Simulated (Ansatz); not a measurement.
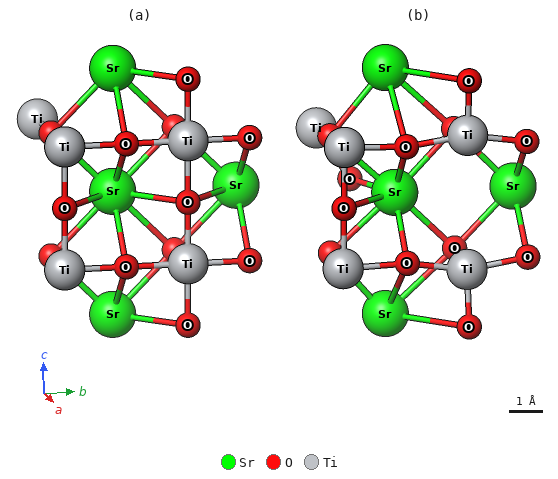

Left: perfect SrTiO3. Right: the same region with a pair of point defects, after relaxing the atoms in a supercell of 40 sites. The picture is a ball-and-stick view of the atoms within 4.6 Å of one point, in a slice 4.2 Å thick across the line of sight, seen slightly off an axis.

These are results of Ansatz 0.2.0, DFT, PBEsol, PAW, plane waves, not measurements. (plane-wave cutoff 420 eV; k-point mesh 1 × 1 × 1; mesh shifted by (0.25, 0.25, 0.25); no spin polarisation) Fermi-Dirac smearing of 0.01 eV. The axes drawn are those of the host's conventional cell.

**Which defect is it?**

An oxygen atom is replaced by strontium and a strontium atom is replaced by oxygen, the two sites 2.8 Å apart.

The charge state of the cell is 0.

**How does the lattice respond?**

In the host the O atom has 2 Ti at 1.95 Å; the Sr atom ends with 5 O at 2.23 to 2.67 Å. In the host the Sr atom has 12 O at 2.75 Å; the O atom ends with 2 Ti at 1.97 Å, 3 O at 2.11 to 2.35 Å, 2 Sr at 2.23 to 2.24 Å. Of the host's atoms, an oxygen atom moves furthest from its site, by 1.05 Å. The Sr atom itself moves 2.65 Å from where it was put. The O atom itself moves 2.13 Å from where it was put.

Limits of the set-up: the periodic images lie only 7.8 Å apart, so the values are limited by the cell's size.
